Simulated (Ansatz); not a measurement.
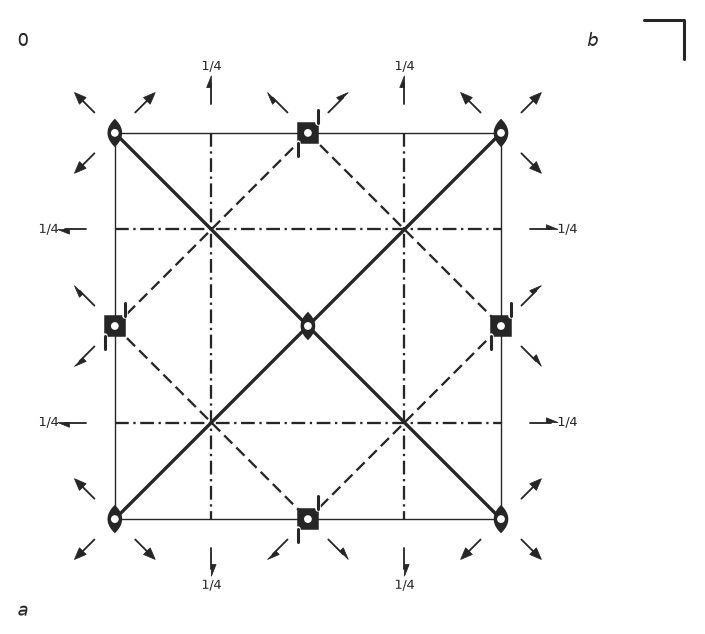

Symmetry elements of a space group, projected down c, computed from the operations of a computed or model structure of composition ZnF2.

Graphical symbols as in the International Tables (origin upper left, heights as fractions; handed screw axes are marked by their printed symbols).

Identify the space group.

No. 136, P4_2/mnm; primitive tetragonal, point group 4/mmm, 16 general positions a cell.

List the elements shown.

4₂ axes along c at (0, 1/2), (1/2, 0); 2 axes along c at (0, 0), (1/2, 1/2); inversion centres at (0, 0), (0, 1/2), (1/2, 0), (1/2, 1/2); mirror planes holding c and [1 1 0] or [−1 1 0]; in-plane glide planes holding c and [1 1 0] or [−1 1 0]; n glide planes normal to a, at x = 1/4, 3/4; n glide planes normal to b, at y = 1/4, 3/4; a mirror plane normal to c at height 0; 2 axes along [1 1 0] at height 0; 2 axes along [−1 1 0] at height 0; 2₁ axes along [1 1 0] at height 0; 2₁ axes along [−1 1 0] at height 0; 2₁ axes along a at height 1/4; 2₁ axes along b at height 1/4. Heights repeat every half period; positions are (a, b) fractions, modulo 1.
